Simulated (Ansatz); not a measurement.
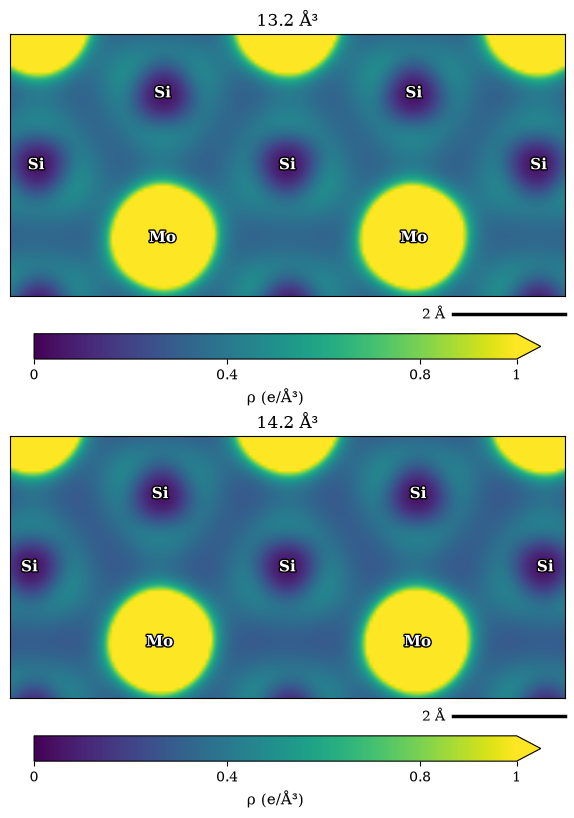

Si$_{2}$Mo. The valence charge density (pseudo) of cells scaled evenly to different volumes (given per atom above each panel), on the (11̄0) plane of each (indices in the axes of the cell below), at one length scale and on one colour scale.

Computed without spin polarisation.

All numbers below come from DFT, PBE, plane-wave PAW, default files, scalar-relativistic (Ansatz 0.2.0).

The largest cell:

```xyz
3
Lattice="-1.6314 1.6314 4.0076 1.6314 -1.6314 4.0076 1.6314 1.6314 -4.0076" Properties=species:S:1:pos:R:3 pbc="T T T"
Si    0.0000    0.0000    2.6919
Si    0.0000    0.0000    5.3233
Mo    0.0000    0.0000    0.0000
```

| volume (Å³/atom) | Si–Mo contact in the plane (Å) | ρ at its midpoint (e/Å³) | pressure (GPa) | 
| --- | --- | --- | --- |
| 13.15 | 2.592 | 0.416 | 7.1 | 
| 13.68 | 2.625 | ? | ? | 
| 14.22 | 2.656 | 0.377 | −8.6 | 

Question: Estimate the missing row, and compare with the calculation.

Answer: Over the known rows ln ρ falls by 1.54 per Å of Si–Mo distance (the line through the two), which gives 0.395 e/Å³ at 2.625 Å; the calculation gives 0.396 e/Å³. For the pressure, a straight line in volume between the neighbouring rows gives −0.7 GPa; the calculation gives −1.6, lower because pressure rises ever faster on compression.
